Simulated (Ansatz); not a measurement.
# Au(111) / 1 layer Re(0001) / Au(111): resistance against film thickness, part 2 of 2

Aim: what a thin film of another metal adds to the resistance, first Au(111) / 1 layer Re(0001) / Au(111).

Ansatz 0.2.0; Ansatz plane-wave DFT, PBE, PAW files; ballistic transport by layer matching (Landauer), zero bias.

So far. Step 4 (With 5 layers, k-mesh 15×15×1, film layers 5): The conductance of the junction is 3.0e14 S/m², 11 % under the 3.3e14 S/m² of the last finished run, no more than the error estimates, leads' steps apart, of 9.9 and 10 % together.

## 5. With 7 layers, k-mesh 15×15×1, film layers 7

The stack now holds 7 film layers; the k-mesh follows the cell, and the energies span -0.27 to 0.27 eV.

System of this step: Au(111) / 7 layers Re(0001) / Au(111). The cell holds 15 atoms: 8 Au and 7 Re. Its edges and angles: a = 2.884 Å, b = 2.884 Å, c = 33.138 Å, α = 90.0°, β = 90.0°, γ = 120.0°. It derives from Au and Re. Regions: lead, 8 atoms (8 Au); films, 7 atoms (7 Re). The structure is stacked along c, and the current runs across the ab planes.

The input, input.yaml:

```yaml
crystal:
  lattice:
    - [2.8837582304, 0.0, 0.0]
    - [-1.4418791152, 2.4974078859, 0.0]
    - [0.0, 0.0, 33.1380706065]
  atoms:
    - { symbol: Au, position: [0.0, 0.0, 0.0355267928] }
    - { symbol: Au, position: [0.3333333333, 0.6666666667, 0.1065803783] }
    - { symbol: Au, position: [0.6666666667, 0.3333333333, 0.1776339639] }
    - { symbol: Au, position: [0.0, 0.0, 0.2486875495] }
    - { symbol: Re, position: [0.3333333333, 0.6666666667, 0.3150408648] }
    - { symbol: Re, position: [0.6666666667, 0.3333333333, 0.3766939099] }
    - { symbol: Re, position: [0.3333333333, 0.6666666667, 0.4383469549] }
    - { symbol: Re, position: [0.6666666667, 0.3333333333, 0.5] }
    - { symbol: Re, position: [0.3333333333, 0.6666666667, 0.5616530451] }
    - { symbol: Re, position: [0.6666666667, 0.3333333333, 0.6233060901] }
    - { symbol: Re, position: [0.3333333333, 0.6666666667, 0.6849591352] }
    - { symbol: Au, position: [0.6666666667, 0.3333333333, 0.7513124505] }
    - { symbol: Au, position: [0.0, 0.0, 0.8223660361] }
    - { symbol: Au, position: [0.3333333333, 0.6666666667, 0.8934196217] }
    - { symbol: Au, position: [0.6666666667, 0.3333333333, 0.9644732072] }
kpoints:
  mp_grid: { grid: [15, 15, 1] }
hamiltonian:
  xc: pbe
scf:
  occupations: { method: fermi_dirac, width: 0.1 }
output:
  transmission:
    leads: [[0, 1]]
    kmesh: [30, 30]
    e_range: [-0.27, 0.27]
    de: 0.036
  write_potential: true
  write_density: true
  volumetric_format: npy
```

On the command line:

```bash
> ansatz run input.yaml --threads 4 --pin off --max-ram 8192MiB --backend cpu --events-out ev --progress --plain --runs-dir out
```

Numbers of over 12 decimals in the logs are rounded to 6 here.

Output:

```text
[...]
Crystal: 15 atoms, lattice volume = 238.658 Å³
Basis set: ecut = 420 eV, 4635 PW (Γ)
Bands: 155, of which v1, the nominal top of the filled ones, is band 129 counted from 1 (128 counted from 0)
Symmetry: 6 space group operations
[...]
k-points: 27 of 225 (time reversal used)
[...]
--- Transmission ---
  basis      : 61 plane waves across, 58 finite elements along
  points     : 91, standing for a mesh of 30 x 30
[...]
filled         : 29.3 meV over the level at which it is neutral
    channels       : 7.966667e-1 a spin
[...]
slowest decay  : 0.0847 /Å at (0.0667, 0.0000)
  junction   : crystal 0 to crystal 0, 0.70 to 31.48 Å
    transmission   : 2.138388e-1 a spin
[...]
resistance     : 3.0314e-3 Ω µm² beyond half of each lead's own
[key lines of the parts left out:]
SCF converged after 10 iterations
Free energy (F): -181269.046370 eV
Fermi energy:    22.280795 eV
```

Elapsed: 87 s, on 4 threads of Arm Neoverse V1, shared host; peak memory 1.4 GiB; 5.4 min of CPU time.

This step gave:

| Property | Result |
| --- | --- |
| free energy | -181269.0464 eV |
| energy at zero smearing | -181268.8787 eV |
| Fermi energy | 22.28 eV |
| step of the lead's potential | 4.9 meV |
| ballistic conductance of the lead | 8.55e14 S/m² |
| lead conductance per cell | 0.7943 G₀ |
| conductance of the junction | 2.38e14 S/m² |
| junction conductance per cell | 0.2212 G₀ |
| estimated errors of the junction's conductance | 0.3, 0, 13.2, 6.5, 0.8 % (energy step, band edges, k-mesh, leads' steps, distance from neutral) |
| area resistance that the stack adds (contact term taken off, spin by spin) | 3.031 fΩ m² |

Per spin. The transmission, zone mean by energy, zero at the Fermi level:

| energy (eV) | transmission, zone mean |
| --- | --- |
| -0.270 | 0.218 |
| -0.234 | 0.270 |
| -0.198 | 0.312 |
| -0.162 | 0.271 |
| -0.126 | 0.239 |
| -0.090 | 0.232 |
| -0.054 | 0.213 |
| -0.018 | 0.229 |
| 0.018 | 0.214 |
| 0.054 | 0.218 |
| 0.090 | 0.225 |
| 0.126 | 0.214 |
| 0.162 | 0.221 |
| 0.198 | 0.233 |
| 0.234 | 0.220 |
| 0.270 | 0.227 |

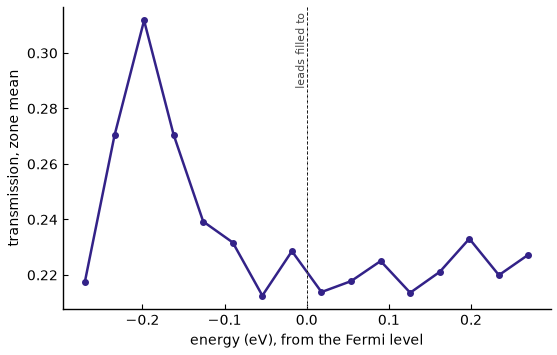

Transmission, zone mean against energy.

The conductance of the junction is 2.4e14 S/m², 19 % under the 3.0e14 S/m² of the last finished run, no more than the error estimates, leads' steps apart, of 10 and 13 % together.

## 6. With 9 layers, k-mesh 15×15×1, film layers 9

The stack now holds 9 film layers; the k-mesh follows the cell, and the energies span -0.27 to 0.27 eV.

System of this step: Au(111) / 9 layers Re(0001) / Au(111). The cell holds 17 atoms: 8 Au and 9 Re. Its edges and angles: a = 2.884 Å, b = 2.884 Å, c = 37.224 Å, α = 90.0°, β = 90.0°, γ = 120.0°. It derives from Au and Re. Regions: lead, 8 atoms (8 Au); films, 9 atoms (9 Re). The structure is stacked along c, and the current runs across the ab planes.

The input, input.yaml:

```yaml
crystal:
  lattice:
    - [2.8837582304, 0.0, 0.0]
    - [-1.4418791152, 2.4974078859, 0.0]
    - [0.0, 0.0, 37.2241965276]
  atoms:
    - { symbol: Au, position: [0.0, 0.0, 0.0316269921] }
    - { symbol: Au, position: [0.3333333333, 0.6666666667, 0.0948809762] }
    - { symbol: Au, position: [0.6666666667, 0.3333333333, 0.1581349603] }
    - { symbol: Au, position: [0.0, 0.0, 0.2213889444] }
    - { symbol: Re, position: [0.3333333333, 0.6666666667, 0.2804586101] }
    - { symbol: Re, position: [0.6666666667, 0.3333333333, 0.3353439576] }
    - { symbol: Re, position: [0.3333333333, 0.6666666667, 0.3902293051] }
    - { symbol: Re, position: [0.6666666667, 0.3333333333, 0.4451146525] }
    - { symbol: Re, position: [0.3333333333, 0.6666666667, 0.5] }
    - { symbol: Re, position: [0.6666666667, 0.3333333333, 0.5548853475] }
    - { symbol: Re, position: [0.3333333333, 0.6666666667, 0.6097706949] }
    - { symbol: Re, position: [0.6666666667, 0.3333333333, 0.6646560424] }
    - { symbol: Re, position: [0.3333333333, 0.6666666667, 0.7195413899] }
    - { symbol: Au, position: [0.6666666667, 0.3333333333, 0.7786110556] }
    - { symbol: Au, position: [0.0, 0.0, 0.8418650397] }
    - { symbol: Au, position: [0.3333333333, 0.6666666667, 0.9051190238] }
    - { symbol: Au, position: [0.6666666667, 0.3333333333, 0.9683730079] }
kpoints:
  mp_grid: { grid: [15, 15, 1] }
hamiltonian:
  xc: pbe
scf:
  occupations: { method: fermi_dirac, width: 0.1 }
output:
  transmission:
    leads: [[0, 1]]
    kmesh: [30, 30]
    e_range: [-0.27, 0.27]
    de: 0.036
  write_potential: true
  write_density: true
  volumetric_format: npy
```

Output:

```text
[...]
Crystal: 17 atoms, lattice volume = 268.086 Å³
Basis set: ecut = 420 eV, 5249 PW (Γ)
Bands: 173, of which v1, the nominal top of the filled ones, is band 144 counted from 1 (143 counted from 0)
Symmetry: 6 space group operations
[...]
k-points: 27 of 225 (time reversal used)
[...]
--- Transmission ---
  basis      : 61 plane waves across, 66 finite elements along
  points     : 91, standing for a mesh of 30 x 30
[...]
filled         : 30.3 meV over the level at which it is neutral
    channels       : 7.966667e-1 a spin
[...]
slowest decay  : 0.0849 /Å at (0.0667, 0.0000)
  junction   : crystal 0 to crystal 0, 0.70 to 35.57 Å
    transmission   : 1.973124e-1 a spin
[...]
resistance     : 3.3177e-3 Ω µm² beyond half of each lead's own
[key lines of the parts left out:]
SCF converged after 10 iterations
Free energy (F): -203004.801602 eV
Fermi energy:    22.479662 eV
```

Wall time 1.8 min (4 threads); peak memory 1.7 GiB; 6.6 min of CPU time.

This step gave:

- free energy: -203004.8016 eV
- energy at zero smearing: -203004.5895 eV
- Fermi energy: 22.48 eV
- conductance of the junction: 2.23e14 S/m²
- junction conductance per cell: 0.2071 G₀
- estimated errors of the junction's conductance: 2.4, 0, 12.9, 9.1, 1.6 % (energy step, band edges, k-mesh, leads' steps, distance from neutral)
- area resistance that the stack adds (contact term taken off, spin by spin): 3.318 fΩ m²

Per spin. Table of transmission, zone mean by energy, zero at the Fermi level:

| energy (eV) | transmission, zone mean |
| --- | --- |
| -0.270 | 0.244 |
| -0.234 | 0.234 |
| -0.198 | 0.216 |
| -0.162 | 0.222 |
| -0.126 | 0.212 |
| -0.090 | 0.216 |
| -0.054 | 0.209 |
| -0.018 | 0.216 |
| 0.018 | 0.197 |
| 0.054 | 0.208 |
| 0.090 | 0.188 |
| 0.126 | 0.179 |
| 0.162 | 0.158 |
| 0.198 | 0.189 |
| 0.234 | 0.216 |
| 0.270 | 0.209 |

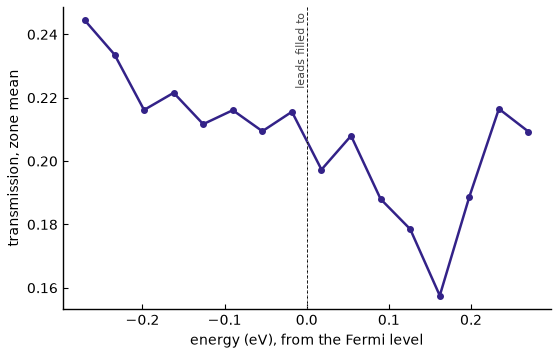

Transmission, zone mean, plotted against energy.

The conductance of the junction is 2.2e14 S/m², 6.4 % under the 2.4e14 S/m² of the last finished run, within the error estimates, leads' steps apart, of 13 and 13 %.

## 7. The ladder

Times are for 4 threads of Arm Neoverse V1, shared host. The series side by side:

| no. | film layers | area resistance that the stack adds (contact term taken off, spin by spin) (fΩ m²) | conductance of the junction (S/m²) | time | memory (GiB) |
| --- | --- | --- | --- | --- | --- |
| 1 | 1 | 0.9863 | 4.64e14 | 88 s | 0.92 |
| 2 | 3 | 1.828 | 3.33e14 | 52 s | 0.94 |
| 3 | 5 | 2.212 | 2.96e14 | 65 s | 1.2 |
| 4 | 7 | 3.031 | 2.38e14 | 87 s | 1.4 |
| 5 | 9 | 3.318 | 2.23e14 | 1.8 min | 1.7 |

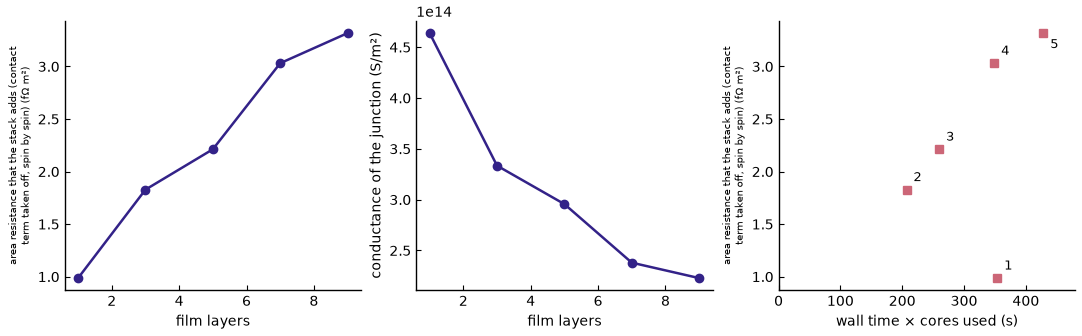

The series as plots; the last panel sets the first result against cost, with the runs numbered as in the table.

## 8. With 3 layers

This step: Ansatz plane-wave DFT, PBE, PAW files; ballistic transport by layer matching (Landauer), zero bias; changed: output.transmission.temperature = 77.0 (Ansatz 0.2.0).

System of this step: Au(111) / 3 layers Re(0001) / Au(111). The cell holds 11 atoms: 8 Au and 3 Re. Cell: a = 2.884 Å, b = 2.884 Å, c = 24.966 Å, α = 90.0°, β = 90.0°, γ = 120.0°. It derives from Au and Re. Regions: lead, 8 atoms (8 Au); films, 3 atoms (3 Re). The structure is stacked along c, and the current runs across the ab planes.

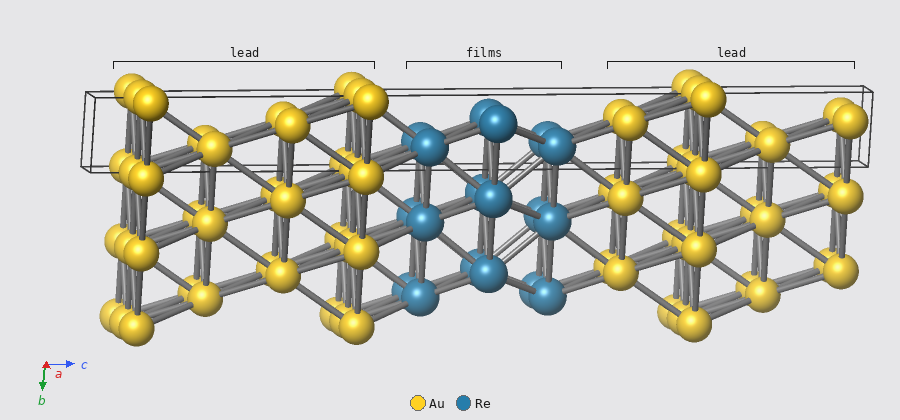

The cell of this step (gold yellow, rhenium blue). 2×3×1 cells are drawn. Some periodic images of atoms are drawn too.

The input, input.yaml:

```yaml
crystal:
  lattice:
    - [2.8837582304, 0.0, 0.0]
    - [-1.4418791152, 2.4974078859, 0.0]
    - [0.0, 0.0, 24.9658187643]
  atoms:
    - { symbol: Au, position: [0.0, 0.0, 0.0471560488] }
    - { symbol: Au, position: [0.3333333333, 0.6666666667, 0.1414681464] }
    - { symbol: Au, position: [0.6666666667, 0.3333333333, 0.2357802439] }
    - { symbol: Au, position: [0.0, 0.0, 0.3300923415] }
    - { symbol: Re, position: [0.3333333333, 0.6666666667, 0.4181655935] }
    - { symbol: Re, position: [0.6666666667, 0.3333333333, 0.5] }
    - { symbol: Re, position: [0.3333333333, 0.6666666667, 0.5818344065] }
    - { symbol: Au, position: [0.6666666667, 0.3333333333, 0.6699076585] }
    - { symbol: Au, position: [0.0, 0.0, 0.7642197561] }
    - { symbol: Au, position: [0.3333333333, 0.6666666667, 0.8585318536] }
    - { symbol: Au, position: [0.6666666667, 0.3333333333, 0.9528439512] }
kpoints:
  mp_grid: { grid: [15, 15, 1] }
hamiltonian:
  xc: pbe
scf:
  occupations: { method: fermi_dirac, width: 0.1 }
output:
  transmission:
    leads: [[0, 1]]
    kmesh: [30, 30]
    e_range: [-0.27, 0.27]
    de: 0.036
    temperature: 77.0
  write_potential: true
  write_density: true
  volumetric_format: npy
```

Output:

```text
[...]
Crystal: 11 atoms, lattice volume = 179.802 Å³
Basis set: ecut = 420 eV, 3527 PW (Γ)
Bands: 119, of which v1, the nominal top of the filled ones, is band 99 counted from 1 (98 counted from 0)
Symmetry: 6 space group operations
[...]
k-points: 27 of 225 (time reversal used)
[...]
SCF iter   1: F=—  HF=-137797.529948 eV  |F-HF|=—  |Δ(HF+E_count)|=         —  Δρ=9.37e-3  dr2=3.69e0  ethr=1.77e-3  ⟨swp⟩=5.1  Hψ=10059  notcnv=0  defer=121
[...]
SCF iter  10: F=-137797.468152 eV  HF=-137797.468152 eV  |F-HF|=2.07e-8  |Δ(HF+E_count)|=   9.11e-9  Δρ=1.07e-6  dr2=2.18e-8  ethr=5.08e-11  ⟨swp⟩=8.3  Hψ=9343  notcnv=0
SCF 1 converged in 10 iterations: F = -137797.468152 eV  dr2 = 2.18e-8
[...]
transmission: 394 of 3913 steps passed
transmission: 785 of 3913 steps passed
[...]
transmission: 3913 of 3913 steps passed
SCF converged after 10 iterations
Free energy (F): -137797.468152 eV
[...]
Internal energy: -137797.280645 eV  (E = F + TS)
E sigma→0 (E₀):  -137797.374398 eV
Entropy (-TS):   -0.187506 eV (-17.046 meV/atom)
Fermi energy:    21.685603 eV
[...]
--- Band table (eV; the first three rows and the last of 27) ---
  k-point 0: bands = [... 95 lower, 19.6405, 19.6405, 19.8008, 19.8008, 20.5081, 20.7253, 20.7253, 21.0812, ... 16 higher]
  k-point 1: bands = [... 95 lower, 19.7520, 19.7958, 19.8532, 20.1621, 20.5604, 20.8387, 21.1809, 21.2679, ... 16 higher]
  k-point 2: bands = [... 95 lower, 19.9266, 19.9517, 20.1202, 20.4990, 20.8809, 21.1086, 21.1755, 21.4171, ... 16 higher]
  k-point 26: bands = [... 95 lower, 23.5791, 23.6192, 23.8742, 24.1902, 24.2093, 24.3236, 24.5950, 24.6539, ... 16 higher]
--- Transmission ---
  basis      : 61 plane waves across, 43 finite elements along
  points     : 91, standing for a mesh of 30 x 30
[...]
channels       : 7.966667e-1 a spin
    conductance    : none, the energies end too early or step too widely for 77 K: set another output.transmission.e_range or a lower de, or, where they end at an eighth of basis.ecutwfc, a higher one
    slowest decay  : 0.0837 /Å at (0.0667, 0.0000)
  junction   : crystal 0 to crystal 0, 0.70 to 23.31 Å
    transmission   : 3.127243e-1 a spin
[...]
```

Run time: 47 s. Hardware: 4 threads; peak memory 0.94 GiB; 3 min of CPU time.

This step gave:

| Item | Value |
| --- | --- |
| free energy | -137797.4682 eV |
| energy at zero smearing | -137797.3744 eV |
| Fermi energy | 21.69 eV |
| step of the lead's potential | 5.9 meV |

Per spin. Transmission, zone mean against energy, zero at the Fermi level:

| energy (eV) | transmission, zone mean |
| --- | --- |
| -0.270 | 0.247 |
| -0.234 | 0.243 |
| -0.198 | 0.278 |
| -0.162 | 0.301 |
| -0.126 | 0.298 |
| -0.090 | 0.302 |
| -0.054 | 0.301 |
| -0.018 | 0.307 |
| 0.018 | 0.313 |
| 0.054 | 0.315 |
| 0.090 | 0.330 |
| 0.126 | 0.327 |
| 0.162 | 0.321 |
| 0.198 | 0.345 |
| 0.234 | 0.340 |
| 0.270 | 0.294 |

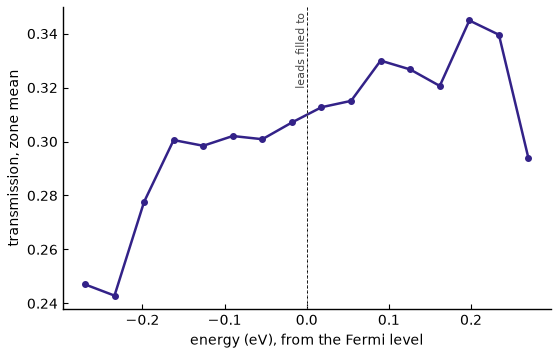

Transmission, zone mean against energy.

With these settings the solved energies don't cover or resolve the Fermi function, so the program prints no conductance.

## 9. Results

| Quantity | Value |
| --- | --- |
| area resistance, 1 layer | 0.986 fΩ m² |
| area resistance, 3 layers | 1.83 fΩ m² |
| area resistance, 5 layers | 2.21 fΩ m² |
| area resistance, 7 layers | 3.03 fΩ m² |
| area resistance, 9 layers | 3.32 fΩ m² |

**Reading.** The stack adds 0.99 fΩ m² with 1 layer and 3.3 fΩ m² with 9. From 3 to 9 layers it grows by 81 %, though no single step exceeds the two runs' error estimates together; nothing scatters inside a perfect film, so this is no ohmic growth. Atoms sit on ideal sites and aren't relaxed. Spin-orbit coupling is left out, which matters for Au and Re. The program's error estimates for the conductances, leads' steps apart, run from 6.6 to 13 %. Re(0001) is stretched by 4.5 % in plane to fit Au(111).

[Logs are printed without paths, hosts, clocks, repeated set-up lines and the standing remarks that a program may print on its own settings, such as how far it seeks lower states.]

[Hosts, paths, dates, database ids (printed as entryN), source tags and the programs' standing remarks are cut or masked in the printed files.]
